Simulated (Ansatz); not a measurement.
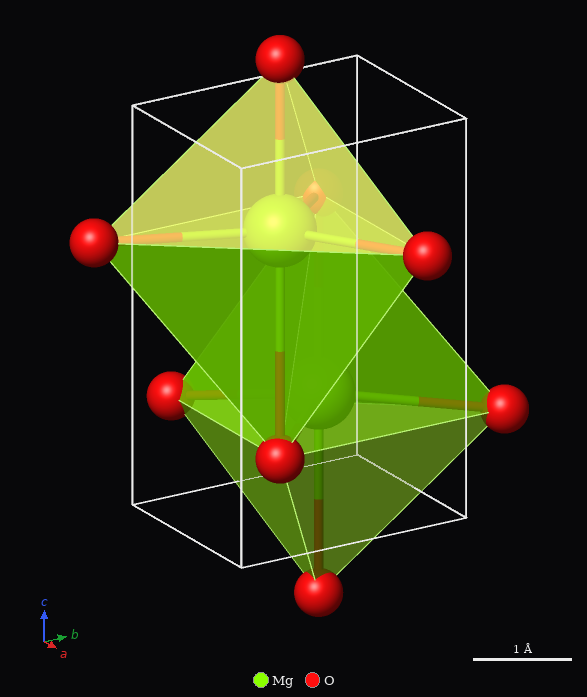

A polyhedral rendering, viewed slightly off an axis. One conventional unit cell is framed, with atoms on its boundary repeated. A few atoms beyond the faces are included. Cell: a = 3.486 Å, b = 3.486 Å, c = 4.178 Å, α = 90.00°, β = 90.00°, γ = 120.00°.

In words:

- The formula is MgO.
- The lattice is primitive hexagonal and the space group P3m1 (No. 156).
- Counting shared atoms by their share gives 2 Mg, 2 O, or 4 atoms.
- Numbers of contacts at bonding distance: Mg 5 and O 5.

The structure comes from a structure listed in the Materials Project. The cell was then strained or its atoms displaced on purpose. An electronic-structure calculation with Ansatz was run on it.

At this level of theory the cell isn't at rest (compressed, at 5 GPa and forces up to 4.7 eV/Å), so its distances can differ from those at equilibrium, the more so the softer the solid.
